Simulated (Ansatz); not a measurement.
# BeZn2P2 (built on the sites of a database entry of CaZn2P2): following an unstable mode, part 3 of 3

Wanted: the energy along a soft mode of BeZn2P2 (built on the sites of a database entry of CaZn2P2) and the structure at the end.

Ansatz 0.2.0; DFT PBEsol, scalar-relativistic, plane waves, PAW.

So far. Step 5 (Energy along the mode, all amplitudes (two of the runs …): The lowest of the steps tried is at 0.32 Å, 4.49 meV/atom below the parent; the bottom of the well need not coincide with a step. Step 7 (The new phase in its own primitive cell): The largest force component left is 0.33 meV/Å and the pressure is -0.002 GPa, within the tolerances set. The cell now holds 17.02 Å³/atom.

The structure was built from a prototype and need not be the compound's stable phase.

## 8. Modes of the new phase

A relaxed structure may still be a saddle point, so its zone-centre modes are computed. No field response is asked, since the mesh shows no gap.

The input, input.yaml:

```yaml
crystal:
  lattice:
    - [3.5605483998, -1.8535614958, 0.0]
    - [3.5605483998, 1.8535614958, 0.0]
    - [-0.784136086, 0.0, 6.4466685264]
  atoms:
    - { symbol: Be, position: [0.8217559939, 0.8217559939, 0.0415902259] }
    - { symbol: Zn, position: [0.3781840545, 0.3781840545, 0.6467710201] }
    - { symbol: Zn, position: [0.6868366012, 0.6868366012, 0.3650876028] }
    - { symbol: P, position: [0.3711261012, 0.3711261012, 0.2154432578] }
    - { symbol: P, position: [0.7063163727, 0.7063163727, 0.7311078934] }
kpoints:
  mp_grid: { grid: [12, 12, 6] }
hamiltonian:
  xc: pbesol
scf:
  occupations: { method: methfessel_paxton, width: 0.2 }
output:
  eigenvalues: true
phonons:
  method: dfpt
```

The run is started by

```
$ ansatz run input.yaml --threads 8 --pin off --max-ram 14336MiB --backend cpu --events-out ev --progress --plain --runs-dir out
```

Numbers of over 12 decimals in the logs are rounded to 6 here.

Output:

```text
zone centre: on kpoints.mp_grid the ground state, and the responses unless they are solved on pairs of k-points, stand on 242 of the mesh's 864 k-points, reduced under 2 symmetry operations, with k and −k counted as one. Each operation leaves every solved displacement unchanged or reverses it
[...]
Crystal: 5 atoms, lattice volume = 85.092 Å³
Basis set: ecut = 420 eV, 1651 PW (Γ), exchange–correlation on 54×54×90 points (8 copies of the dense FFT grid, shifted against one another)
Bands: 23, of which v1, the nominal top of the filled ones, is band 18 counted from 1 (17 counted from 0)
Symmetry: 2 space group operations
k-points: 242 of 864 (time reversal used)
[...]
SCF iter   1: F=—  HF=-8132.742277 eV  |F-HF|=—  |Δ(HF+E_count)|=         —  Δρ=5.12e-3  dr2=3.23e-2  ethr=1.77e-3  ⟨swp⟩=6.5  Hψ=30776  notcnv=0
[...]
SCF iter  15: F=-8132.731218 eV  HF=-8132.731218 eV  |F-HF|=0.00e0  |Δ(HF+E_count)|=  1.82e-12  S|Δr|=    0.00e0  Δρ=2.72e-8  dr2=1.87e-12  ethr=1.00e-12  ⟨swp⟩=10.0  Hψ=31865  notcnv=0
SCF 1 converged in 15 iterations: F = -8132.731218 eV  dr2 = 1.87e-12
[...]
DFPT response loops at Γ: preconditioner auto → Kerker (q_TF=auto, 2.364 Å⁻¹) (partly filled bands, converged f_vac=0.006); β = 1.00, the filter's whole step (`scf.mixing.beta` (0.50) is not read by the response loops under this deck's `scf.mixing.preconditioner`; to damp them name `kerker` or `kerker_dos`, under which they read `scf.mixing.beta`, and type it under 1.00, their step now; both keys bind the ground state too); Broyden in place of MSR1
SCF converged after 15 iterations
[...]
Free energy (F): -8132.731218 eV
[...]
Internal energy: -8132.731340 eV  (E = F + TS)
E sigma→0 (E₀):  -8132.731249 eV
Entropy (-TS):   0.000122 eV (0.024 meV/atom)
Fermi energy:    7.605523 eV
[...]
--- Band table (eV; the first three rows and the last of 242) ---
  k-point 0: bands = [... 14 lower, 5.8968, 6.5149, 6.8544, 7.7618, 8.2832, 9.2198, 10.2338, 11.2175, ... 1 higher]
  k-point 1: bands = [... 14 lower, 5.8095, 6.1316, 6.7733, 7.6890, 8.3224, 9.4783, 10.4749, 10.9832, ... 1 higher]
  k-point 2: bands = [... 14 lower, 5.6084, 5.8503, 6.8560, 7.5416, 8.4966, 9.4467, 10.4636, 11.4555, ... 1 higher]
  k-point 241: bands = [... 14 lower, 4.3069, 4.8480, 5.1991, 6.0457, 8.1933, 9.2503, 9.8282, 10.7331, ... 1 higher]
--- Phonons (Γ-DFPT): 15 representative perturbations + reference, on 242 of 864 k-points (Σ response iterations 55) ---
  k mesh reduced under 2 symmetry operations, with k and −k counted as one. Each operation leaves every solved displacement unchanged or reverses it
  ASR residual: 3.347e-5 → 0.000e0 eV/Å²; symmetrization residual: 1.530e-6 eV/Å²
  ASR residual per site (eV/Å²): 3.21e-5 3.35e-5 3.16e-5 1.81e-5 1.22e-5
[...]
non-analytic LO–TO correction: not included (Born effective charges unavailable; polar crystals: no LO–TO splitting at Γ)
```

Run time: 82 s. Hardware: 8 threads of Intel Xeon Platinum 8488C (Sapphire Rapids), shared host; peak memory 2 GiB.

This step gave:

```yaml
sum_rule_residual_before_enforcement: 3.35e-5 eV/Å²
point_group: m
highest_optical_mode_at_the_zone_centre_no_lo_to_term: 648.5 cm⁻¹
lowest_optical_zone_centre_mode: 30.63 cm⁻¹
```

Patterns of degenerate modes are one choice out of their space. The modes at Γ (shares of kinetic energy by element, %):

```tsv
mode	frequency (cm⁻¹)	symmetry	Be %	Zn %	P %
1	0.0	acoustic	4	65	31
2	0.0	acoustic	4	65	31
3	0.0	acoustic	4	65	31
4	30.6	A''	4	64	32
5	49.2	A'	1	66	33
6	94.7	A'	1	89	10
7	131.3	A''	19	33	47
8	204.1	A'	16	29	55
9	223.1	A'	56	21	22
10	304.3	A''	0	38	62
11	311.2	A'	20	24	56
12	327.2	A'	1	31	68
13	357.4	A'	8	10	83
14	485.3	A''	72	0	28
15	648.5	A'	88	1	11
```

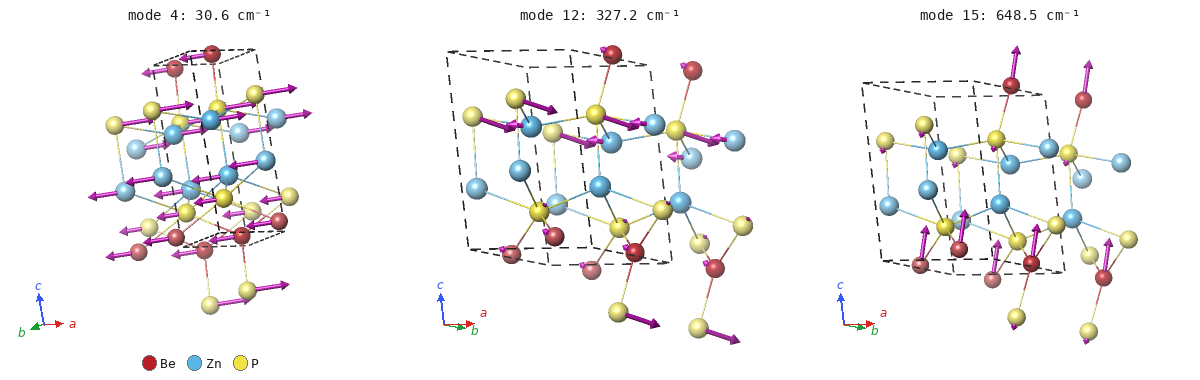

Displacement patterns of modes 4, 12 and 15 at Γ; arrows are exaggerated. 1×2×1 cells are drawn. Some periodic images of atoms are drawn too.

Before it was imposed, the acoustic sum rule was missed by 3.3e-5 eV/Å². Small misses are needed for a sound result but don't prove that mesh and cutoff are converged. The lowest optical mode is real, 30.6 cm⁻¹.

## 9. Summary of results

| Quantity | Value |
| --- | --- |
| unstable mode of the parent | q = (0, 0, 0), 154i cm⁻¹ |
| depth at the lowest point sampled | 4.49 meV/atom |
| largest atomic shift at that point | 0.32 Å |
| space group reached (within 0.01 Å) | Cm |
| energy gained over the parent (first relaxation, on the mesh of the frozen mode) | 128 meV/atom |
| volume per atom, phase reached | 17.0 Å³ |
| lowest optical zone-centre mode, phase reached | 30.6 cm⁻¹ |
| highest optical mode at the zone centre (no LO-TO term), phase reached | 648 cm⁻¹ |

What this shows: Along this mode the structure falls into Cm, 128 meV/atom below the parent. At the parent's cell the well is 4.486 meV/atom deep on the steps tried, with its lowest point at a shift of 0.32 Å. Relaxing atoms and cell changes the gain by +123.86 meV/atom against the lowest step (energies at zero smearing). Most of the total comes from this relaxation. The new phase has no imaginary mode at the zone centre of its cell; other wavevectors were not checked. Of the 3 patterns followed to their end from this parent, this one ends 23.5 meV/atom above the lowest, C2. Each path keeps the symmetry of its pattern, so a lower phase may lie along a pattern not tried. With no gap, or one that is small against the smearing, the frequencies hang on the k mesh and the smearing, most of all near Kohn anomalies. The starting cell was built on a prototype and not taken from a measurement, so the phase need not exist.

[Logs are printed without paths, hosts, clocks, repeated set-up lines and the standing remarks that a program may print on its own settings, such as how far it seeks lower states.]

[Hosts, paths, dates, database ids (printed as entryN), source tags and the programs' standing remarks are cut or masked in the printed files.]
